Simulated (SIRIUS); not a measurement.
**A series of single points on FeSi2**

System: FeSi2 (P4/mmm, 3 atoms in the cell).
Method: Kohn-Sham DFT of a periodic cell, PBEsol, dojo-sr-pbesol-0.4.1-standard, spin-polarised (SIRIUS 7.12.0).

The 7 runs differ only in the geometry, by an even scaling of the cell at fixed fractional positions. The structure derives from an entry of the Crystallography Open Database.

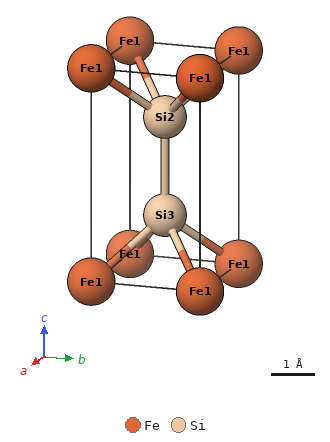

Figure 1. The structure of run 4 (ball-and-stick view of the cell of the calculation, seen slightly off an axis; atoms are numbered from 1 in the order of the input). An atom can appear more than once, as a periodic image.

## Input of run 4
```
{
  "control": {
    "processing_unit": "cpu",
    "verbosity": 2,
    "num_bands_to_print": 20,
    "print_forces": true,
    "print_stress": true
  },
  "parameters": {
    "electronic_structure_method": "pseudopotential",
    "xc_functionals": ["XC_GGA_X_PBE_SOL", "XC_GGA_C_PBE_SOL"],
    "gk_cutoff": 9.5,
    "pw_cutoff": 19.0,
    "ngridk": [10, 10, 5],
    "shiftk": [0, 0, 0],
    "smearing": "fermi_dirac",
    "smearing_width": 0.0018374661,
    "num_bands": 20,
    "num_mag_dims": 1,
    "num_dft_iter": 100,
    "energy_tol": 1e-08,
    "density_tol": 1e-06
  },
  "iterative_solver": {
    "type": "davidson",
    "min_tolerance": 1e-10
  },
  "mixer": {
    "type": "anderson",
    "beta": 0.5,
    "max_history": 8
  },
  "settings": {
    "tol_ne": 1e-10,
    "pseudo_grid_cutoff": 6.5,
    "smooth_initial_mag": true
  },
  "unit_cell": {
    "lattice_vectors": [
      [5.072024918496, 0.0, 0.0],
      [0.0, 5.072024918496, 0.0],
      [0.0, 0.0, 9.690515567081]
    ],
    "atom_coordinate_units": "lattice",
    "atom_types": ["Fe", "Si"],
    "atom_files": {
      "Fe": "Fe.json",
      "Si": "Si.json"
    },
    "atoms": {
      "Fe": [
        [0.0, 0.0, 0.0, 0.0, 0.0, 3.0]
      ],
      "Si": [
        [0.5, 0.5, 0.73, 0.0, 0.0, 0.0],
        [0.5, 0.5, 0.27, 0.0, 0.0, 0.0]
      ]
    }
  }
}
```

Command:
```bash
upf_to_json Fe.upf
upf_to_json Si.upf
OMP_NUM_THREADS=4 sirius.scf --input=sirius.json --output=out.json --task=0
```

Lattice vectors (Å) and fractional positions of run 4:
```
   2.684000    0.000000    0.000000
   0.000000    2.684000    0.000000
   0.000000    0.000000    5.128000
Fe  0.000000  0.000000  0.000000
Si  0.500000  0.500000  0.730000
Si  0.500000  0.500000  0.270000
```

Run 2 differs from it as follows:
```diff
-      [5.072024918496, 0.0, 0.0],
-      [0.0, 5.072024918496, 0.0],
-      [0.0, 0.0, 9.690515567081]
+      [5.003475638117, 0.0, 0.0],
+      [0.0, 5.003475638117, 0.0],
+      [0.0, 0.0, 9.559546599272]
```

## Results, with one run withheld

```tsv
run	volume per atom (Å³)	free energy per atom, from the lowest run given (meV)	pressure (GPa)
1	11.575	22.70	12.24
2	11.821	?	?
3	12.068	0.55	2.44
4	12.314	0.00	−1.72
5	12.560	5.49	−5.43
6	12.806	16.36	−8.72
7	13.053	31.98	−11.61
```

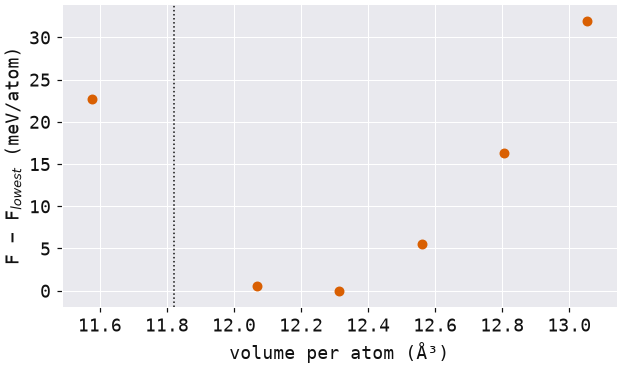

Figure 2. Free energy per atom of the runs given; the dotted line marks run 2.

What should run 2 give?

A cubic polynomial in V^(−2/3) (the Birch–Murnaghan form), fitted to the 6 runs given, misses them by at most 0.03 meV per atom. With x = V^(−2/3) − 0.18686 Å⁻², it reads F = 0.93164 − 1692 x + 4.8544e+05 x² + 1.008e+06 x³ (meV per atom). At run 2 it gives 7.84 meV per atom, and the run itself gives 7.86. The slope of the fit gives a pressure −dF/dV of 7.12 GPa there, and the run prints 7.08 GPa. The fit has its minimum at 12.210 Å³ per atom, where V d²F/dV² gives 204 GPa. Cell shape and fractional positions are held, so this is the stiffness under even scaling; the relaxed bulk modulus wasn't computed.

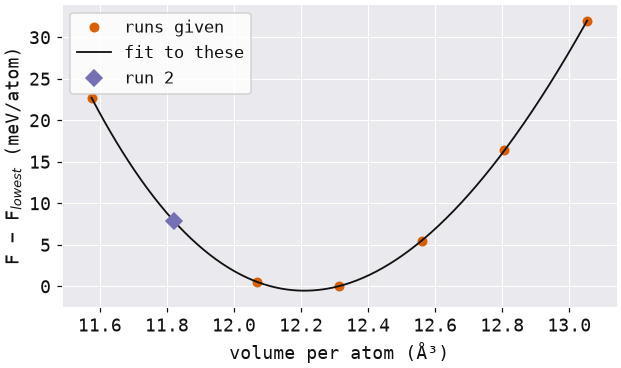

Figure 3. The fit and the withheld run.

## Some lines of the output (run 2)
```
[...]
[find] Total energy                   :    -133.73333550 (Ha),    -267.46667099 (Ry)
[find] Free energy (E-TS)             :    -133.73368209 (Ha),    -267.46736418 (Ry)
[find] Efermi                         :       0.54986836
[find] Total energy                   :    -133.73333571 (Ha),    -267.46667142 (Ry)
[find] Free energy (E-TS)             :    -133.73368228 (Ha),    -267.46736457 (Ry)
[find] Efermi                         :       0.54986788
[find] Free energy (E-TS)             :    -133.73368231 (Ha),    -267.46736462 (Ry)
[find] Efermi                         :       0.54987285
[find] Free energy (E-TS)             :    -133.73368232 (Ha),    -267.46736463 (Ry)
[find] Efermi                         :       0.54987233
[find] Efermi                         :       0.54987174
[find] Efermi                         :       0.54987171
[find] Total energy                   :    -133.73333571 (Ha),    -267.46667143 (Ry)
[find] Efermi                         :       0.54987172
```
